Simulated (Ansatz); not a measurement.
The structure in question:

```
CELL_PARAMETERS angstrom
2.49412 0.00000 0.00000
-1.24706 2.15997 0.00000
0.00000 0.00000 8.08797
ATOMIC_POSITIONS crystal
Co 0.00000 0.00000 0.00000
Co 0.33333 0.66667 0.25000
Co 0.00000 0.00000 0.50000
Co 0.66667 0.33333 0.75000
```

Before looking at a picture, describe the arrangement of atoms.

The element is cobalt. The lattice is primitive hexagonal and the space group P6_3/mmc (No. 194). It belongs to the family called double hexagonal close-packed (α-La type). The cell holds four atoms. The coordination shell of Co holds twelve Co at 2.48 to 2.49 Å. The bonds build a three-dimensional framework.

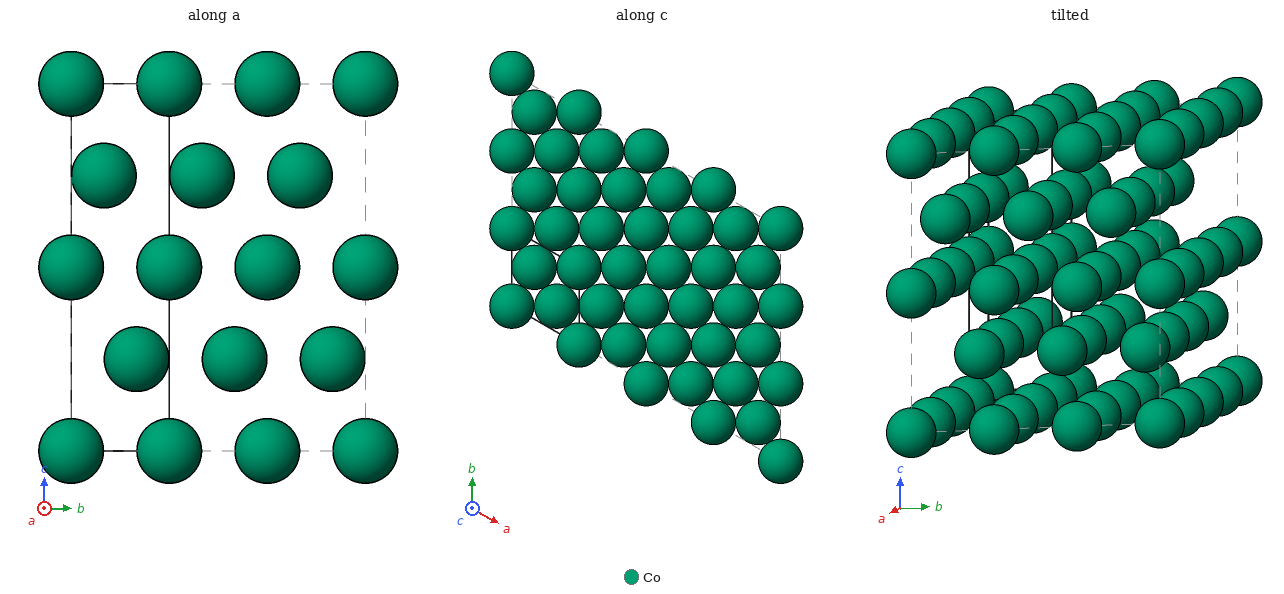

The figure gives a spheres-only picture of the atoms, viewed along the a axis, along the c axis and slightly off an axis. The conventional unit cell (solid box) is repeated to 4×3×1 cells. Colours: cobalt teal.

Its origin is a structure listed in the Materials Project. It is drawn as it came out of a relaxation with Ansatz, DFT PBE, scalar-relativistic, plane waves, PAW.
